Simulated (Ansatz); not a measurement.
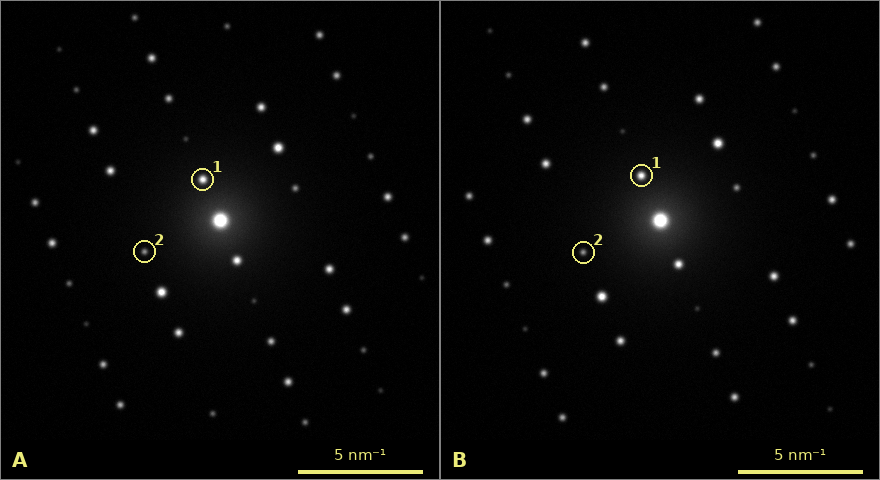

Kinematic electron diffraction patterns (120 kV, B = 0.5 Å², same scale) along [010] of the run's own cell, for the start and the end of one relaxation of RuS2 with DFT PBE, scalar-relativistic, plane waves, PAW (Ansatz). k mesh 12×12×6. The start is a generated model structure, and the relaxation ends in the nearest stationary point of its symmetry, not necessarily the ground state. Spot 1 is 0 0 -1 and spot 2 is -1 0 0 in both.

Start structure:

```yaml
crystal:
  lattice:
    - [3.49801, 0.00000, 0.00000]
    - [-1.74901, 3.02937, 0.00000]
    - [0.00000, 0.00000, 5.64302]
  atoms:
    - { symbol: Ru, position: [0.00000, 0.00000, 0.00000] }
    - { symbol: S, position: [0.33333, 0.66667, 0.25200] }
    - { symbol: S, position: [0.66667, 0.33333, 0.74800] }
```

> Which pattern belongs to the start structure, and which to the relaxed one?

A is the start: its cell gives d(1) = 5.643 Å, d(2) = 3.029 Å and an angle of 90.0°. B is the relaxed structure, with d(1) = 5.156 Å (-8.6 %), d(2) = 2.977 Å (-1.7 %) and 90.0°.

> Summarise the relaxation behind the change.

The volume changed by -11.8 % to 17.58 Å³ an atom; the fractional coordinates hardly changed; the space group stayed P-3m1 (No. 164); the free energy fell by 80 meV an atom. Relaxed cell: a = 3.437 Å, b = 3.437 Å, c = 5.156 Å, α = 90.00°, β = 90.00°, γ = 120.00°.
